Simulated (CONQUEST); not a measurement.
Single-point calculation at one volume of an equation of state, with input and output: SiC

System: SiC (F-43m, 4 atoms in the cell).
Method: Kohn-Sham DFT of a periodic cell, PBEsol, PseudoDojo NC PBEsol, no spin polarisation (CONQUEST 1.3).

The structure derives from an entry of the Crystallography Open Database. It belongs to a series of runs on one base structure; here: volume scaled by 0.96.

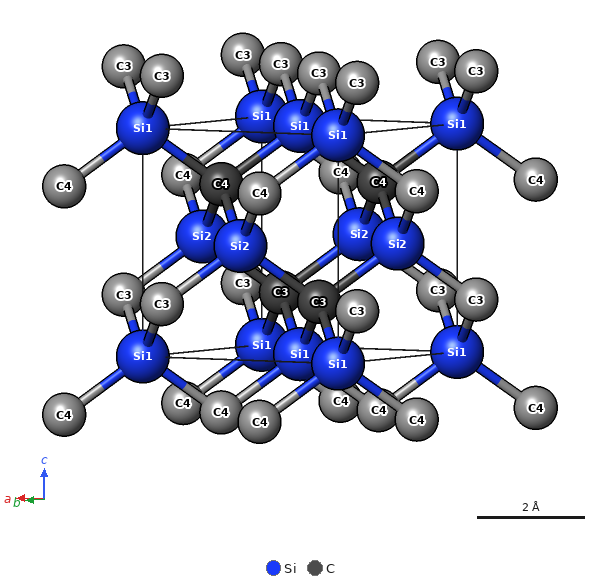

Figure 1. The input geometry (ball-and-stick view of the cell 2 times as large as that of the calculation, set on its symmetry axes, seen at an oblique angle; neighbours outside the cell are drawn fainter; atoms are numbered from 1 in the order of the input). Near neighbours in the crystal (not all of them lie inside the picture): Si has 4 C at 1.86 Å; C has 4 Si at 1.86 Å.

The input:
```
IO.Title SiC
IO.Coordinates coords.dat
IO.FractionalAtomicCoords T
IO.Iprint 2
IO.Iprint_init 1
General.NumberOfSpecies 2
General.PseudopotentialType hamann
AtomMove.TypeOfRun static
AtomMove.FullStress T
Grid.PointsAlongX 32
Grid.PointsAlongY 32
Grid.PointsAlongZ 48
DM.SolutionMethod diagon
Diag.MPMesh T
Diag.GammaCentred T
Diag.MPMeshX 9
Diag.MPMeshY 9
Diag.MPMeshZ 6
Diag.kT 0.00183747
minE.SCTolerance 1e-6
SC.MaxIters 100
IO.AtomChargeOutput T
%block ChemicalSpeciesLabel
1 28.090 Si
2 12.010 C
%endblock
```

Run on 1 thread of Intel Xeon (Sapphire Rapids), 16 GiB of memory available, shared host.

Run as:
```bash
Conquest
```

The program's output:
```
Simulation cell dimensions:     5.7446 a0 x     5.7446 a0 x     8.1241 a0

      Atomic coordinates (a0)
         Atom         X         Y         Z  Species
            1    0.0000    0.0000    0.0000        1
            2    2.8723    2.8723    4.0621        1
            3    0.0000    2.8723    2.0310        2
            4    2.8723    0.0000    6.0931        2

         Monkhorst-Pack mesh:   9 x   9 x   6 gamma-centred
        This calculation includes non-local pseudopotentials,
         with a maximum core radius of      7.03599865

    Job title: SiC
    Job to be run: static calculation

    Ground state search:
      Support functions represented with PAO basis
      1:1 PAO to SF mapping
      Non-spin-polarised electrons
      Solving for the K matrix using diagonalisation
      Using Fermi-Dirac smearing

    Integration grid size:     32 x   32 x   48

    Integration grid spacing:  0.180 a0 x 0.180 a0 x 0.169 a0

    Number of species:  2
    --------------------------------------------------------
    |   #  mass (au)  Charge (e)  SF Rad (a0)  NSF  Label  |
    --------------------------------------------------------
    |   1     28.090       4.000        7.360   13  Si     |
    |   2     12.010       4.000        6.463   13  C      |
    --------------------------------------------------------
          SCF tolerance:                 0.00000100
          SCF iterations:               100

    LibXC version:  6. 2. 2
    Using the GGA functional Perdew, Burke & Ernzerhof SOL
    Using the GGA functional Perdew, Burke & Ernzerhof SOL

           radial cut-off to be used is taken to be max PAO cut-off radius for this species:    7.035999

           greatest ang. mom. for making density from PAOs:  2

           radial cut-off to be used is taken to be max PAO cut-off radius for this species:    6.247137

           greatest ang. mom. for making density from PAOs:  2
    Minimum blocs/proc is      768. Maximum blocs/proc is      768
    set_atom_dens: In set_atomic_density, electrons :      16.000000000000
 matrix_size & matrix_size_padH =           52          52

    Screened ion int: energy:     -12.513013865569 Ha

    new_SC_potl: Starting.  Tolerance:  0.10000E-05

    PulayMixSC: Starting Pulay mixing, A_up =  0.500 A_dn =  0.500
    PulayMixSC: Spin non-polarised calculation.
          Harris-Foulkes Energy            :       -20.614885109941795 Ha
          (TS=0 as O(N) or entropic contribution is negligible)
          DFT Total Energy                 :       -20.316872394481436 Ha
          Total number of electrons        :        16.000000000000004
    PulayMixSC: Pulay iteration     1 residual:              0.16098E-01
          Harris-Foulkes Energy            :       -20.488021923955671 Ha
          GroundState Energy (E-(1/2)TS)   :       -20.488021947665843 Ha
          Free Energy (E-TS)               :       -20.488021971376014 Ha
          DFT Total Energy                 :       -20.478165664944576 Ha
          Total number of electrons        :        16.000008310207377
    PulayMixSC: Pulay iteration     2 residual:              0.46656E-02
          Harris-Foulkes Energy            :       -20.483429872846745 Ha
          (TS=0 as O(N) or entropic contribution is negligible)
          DFT Total Energy                 :       -20.483004994620771 Ha
          Total number of electrons        :        16.000009594408763
    PulayMixSC: Pulay iteration     3 residual:              0.18138E-02
          Harris-Foulkes Energy            :       -20.483049461382905 Ha
          (TS=0 as O(N) or entropic contribution is negligible)
          DFT Total Energy                 :       -20.483043924654240 Ha
          Total number of electrons        :        16.000013694990045
    PulayMixSC: Pulay iteration     4 residual:              0.85088E-04
          Harris-Foulkes Energy            :       -20.483045675304528 Ha
          (TS=0 as O(N) or entropic contribution is negligible)
          DFT Total Energy                 :       -20.483045221592590 Ha
          Total number of electrons        :        16.000013759699783
    PulayMixSC: Pulay iteration     5 residual:              0.31407E-04
          Harris-Foulkes Energy            :       -20.483045456321157 Ha
          (TS=0 as O(N) or entropic contribution is negligible)
          DFT Total Energy                 :       -20.483045453238240 Ha
          Total number of electrons        :        16.000013836438590
    PulayMixSC: Pulay iteration     6 residual:              0.24215E-05
          Harris-Foulkes Energy            :       -20.483045454686390 Ha
          (TS=0 as O(N) or entropic contribution is negligible)
          DFT Total Energy                 :       -20.483045454619766 Ha
          Total number of electrons        :        16.000013842194779
    PulayMixSC: Pulay iteration     7 residual:              0.29423E-06
    PulayMixSC: Reached SCF tolerance of  0.29423E-06 after      7 iterations
      | Number of electrons      =        16.000014
      |* band energy as 2Tr[K.H] =        -7.850466951656770 Ha
      |  screened ion-ion energy =       -12.513013865568794 Ha
      |  Ha correction           =        -0.775168734851828 Ha
      |  XC correction           =         0.655608522829525 Ha
      |* Harris-Foulkes energy   =       -20.483045454686390 Ha
      |* DFT total energy        =       -20.483045454619766 Ha
      |  estimated accuracy      =        -0.000000000066624 Ha

    force: Forces on atoms (Ha/a0)
    force:  Atom   X              Y              Z
    force:     1  -0.0000000000   0.0000000000   0.0000000000
    force:     2  -0.0000000000  -0.0000000000   0.0000000000
    force:     3  -0.0000000000  -0.0000000000  -0.0000000000
    force:     4  -0.0000000000   0.0000000000   0.0000000000

    force: Maximum force :        0.00000000(Ha/a0) on atom         3 in z direction
    force: Force Residual:        0.00000000 Ha/a0
    force: Total stress:        -12.75413305     0.00000000     0.00000000 GPa
                             0.00000000   -12.75413305     0.00000000
                             0.00000000     0.00000000   -12.66031871
    force: Average pressure:     12.72286160 GPa

    force: Finished force
    get_E_and_F: Change in energy during last step of electronic optimisation:  0.16348E-08

    BIBLIOGRAPHY: Please consider citing the following references in the conquest.bib file

    CONQUEST:         Bowler2002pt, Miyazaki2004, Nakata2020
    Basis:            Bowler2019
    DM:               Bowler:2006xr
    Pseudopotentials: Hamann2013, Bowler2019
    XC references from LibXC:
```

File coords.dat:
```
    5.7446226479     0.0000000000     0.0000000000
    0.0000000000     5.7446226479     0.0000000000
    0.0000000000     0.0000000000     8.1241232605
4
  0.0000000000   0.0000000000   0.0000000000 1 T T T
  0.5000000000   0.5000000000   0.5000000000 1 T T T
  0.0000000000   0.5000000000   0.2500000000 2 T T T
  0.5000000000   0.0000000000   0.7500000000 2 T T T
```

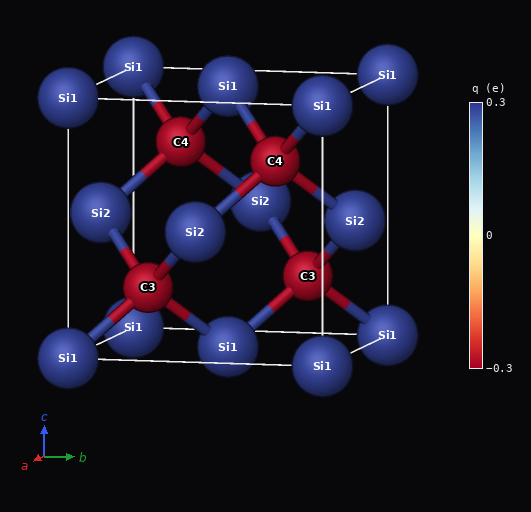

Figure 2. Mulliken charges, as the colour of each atom (ball-and-stick view of the cell 2 times as large as that of the calculation, set on its symmetry axes, seen slightly off an axis; atoms are numbered from 1 in the order of the input). By element: Si +0.28 and C −0.28 e.

Summary:

```csv
quantity,value
outcome,converged
space group (tolerance 0.01 Å),F-43m (216)
electrons treated,16
free energy,−557.3721 eV
Fermi energy,−6.693 eV
gap on the k-point mesh,1.16 eV
pressure,12.72 GPa
largest force (length of the vector),under 0.001 eV/Å
wall time,73 s
peak memory,0.56 GiB
```

Notes:

The cell is under a pressure of 12.7 GPa at this level, so it is not at its equilibrium volume.
